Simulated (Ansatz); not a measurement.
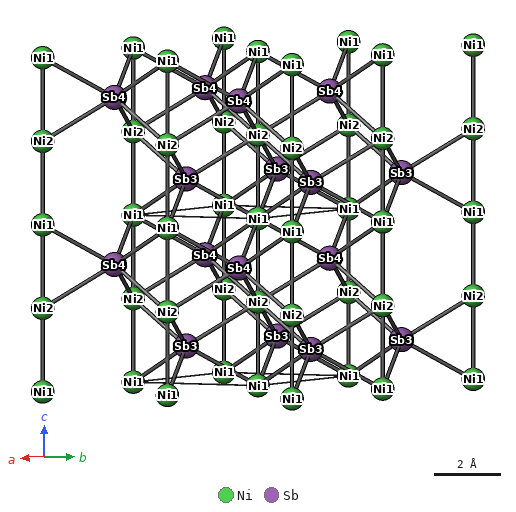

This is the input geometry for a relaxation of solid NiSb (set up in P6_3/mmc). The picture is a ball-and-stick view of the cell of the calculation, repeated 2 × 2 × 2 with one cell outlined, seen from a free direction.

All numbers below come from DFT PBEsol, scalar-relativistic, plane waves, PAW in Ansatz.

Input file:
```yaml
crystal:
  lattice:
    - [3.928, 0.0, 0.0]
    - [-1.964, 3.4017477861, 0.0]
    - [0.0, 0.0, 5.12]
  atoms:
    - { symbol: Ni, position: [0.0, 0.0, 0.0] }
    - { symbol: Ni, position: [0.0, 0.0, 0.5] }
    - { symbol: Sb, position: [0.3333333333, 0.6666666667, 0.25] }
    - { symbol: Sb, position: [0.6666666667, 0.3333333333, 0.75] }
basis:
  ecutwfc: 420
kpoints:
  mp_grid: { grid: [12, 12, 8] }
hamiltonian:
  xc: pbesol
scf:
  occupations: { method: gaussian, width: 0.1 }
output:
  forces: true
  stress: true
  eigenvalues: true
  write_density: true
  write_potential: true
  elf: true
  volumetric_format: npy
relax:
  adjacent_minimum: "off"
  f_tol: 0.005
  max_steps: 80
  cell: { stress_tol: 0.05 }
```

Command:
```bash
ansatz run input.yaml --threads 1 --pin off --max-ram 2560MiB --backend cpu --events-out ev --progress --plain --runs-dir out
```

Predict the outcome.

Answer. The atoms keep their places relative to the cell (all moves are under 0.005 Å). Cell: a = b 3.928 → 3.916 Å (−0.3 %), c 5.120 → 5.070 Å (−1.0 %). Volume −1.6 %. Near-neighbour distances that change, for instance: Ni1–Ni2 2.560 → 2.535 Å, Ni1–Sb3 2.604 → 2.592 Å. The space group stays P6_3/mmc (No. 194). The energy falls by 7.5 meV per cell of the calculation in 3 accepted moves (4 points after the start). All forces vanish by symmetry, so only the cell relaxes. The pressure goes from −1.99 to 0.00 GPa. The SCF was repeated once at an unchanged geometry on a basis and grid sized afresh for the cell, which shifted the energy by 0.5 meV per cell of the calculation at most.

The end point in the same view:

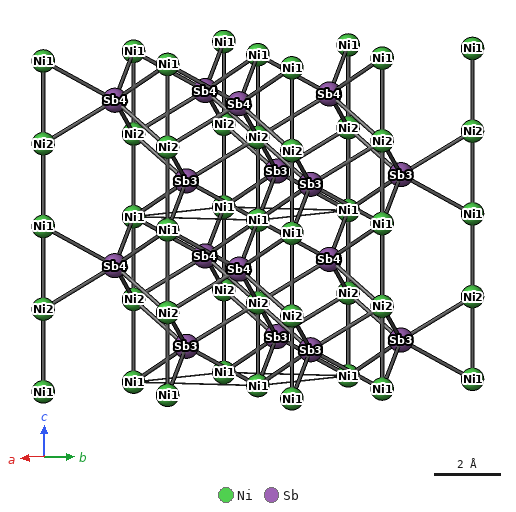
